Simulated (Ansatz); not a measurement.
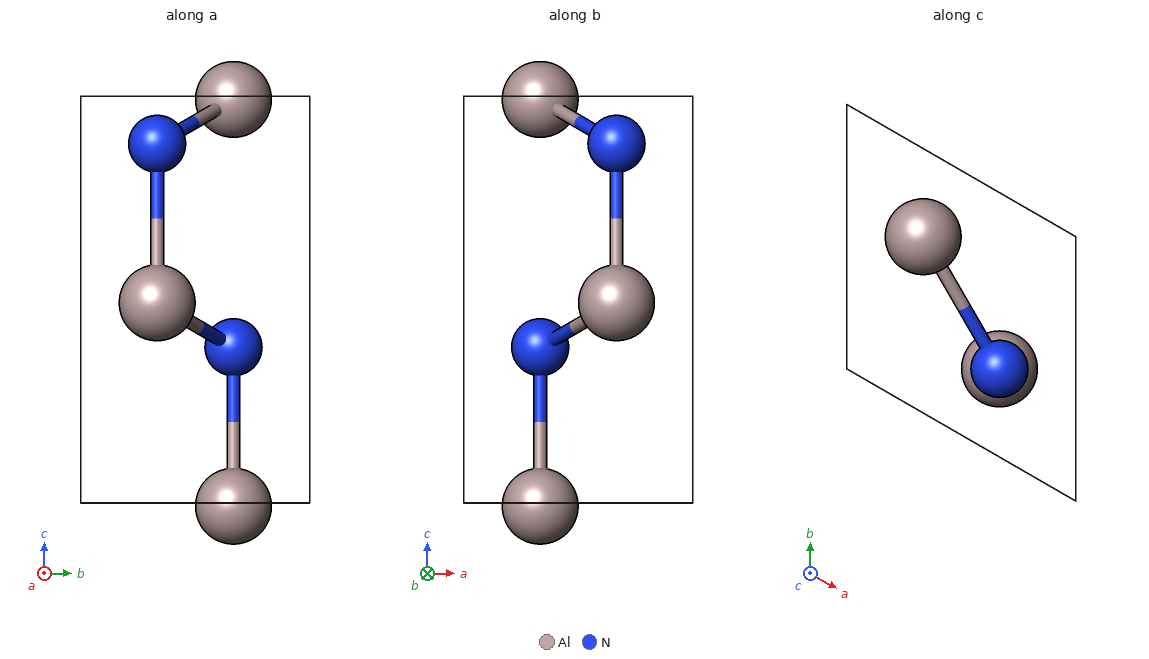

An orthographic ball-and-stick view of the structure, along the a axis, along the b axis and along the c axis. One conventional unit cell is outlined, and atoms on its boundary appear in each equivalent place.

Lattice parameters: a = 3.1067 Å, b = 3.1067 Å, c = 4.7794 Å, α = 90.000°, β = 90.000°, γ = 120.000°.

> Reconstruct the structure as a CIF in P1 with every atom of the cell, with free fractional coordinates to two decimals.

```cif
data_structure
_symmetry_space_group_name_H-M 'P 1'
_symmetry_Int_Tables_number 1
_cell_length_a 3.1067
_cell_length_b 3.1067
_cell_length_c 4.7794
_cell_angle_alpha 90.000
_cell_angle_beta 90.000
_cell_angle_gamma 120.000
_cell_volume 39.95
loop_
_atom_site_label
_atom_site_type_symbol
_atom_site_fract_x
_atom_site_fract_y
_atom_site_fract_z
_atom_site_occupancy
Al1 Al 0.3333 0.6667 0.99 1
Al2 Al 0.6667 0.3333 0.49 1
N1 N 0.3333 0.6667 0.38 1
N2 N 0.6667 0.3333 0.88 1
```

It goes back to a structure type filled with these elements by a generator (whether the compound takes this form wasn't checked). The cell was then strained or its atoms displaced on purpose. Ansatz was used for an electronic-structure calculation on it.

At this level of theory the cell isn't at rest (compressed, at 13 GPa), so its distances can differ from those at equilibrium, the more so the softer the solid.
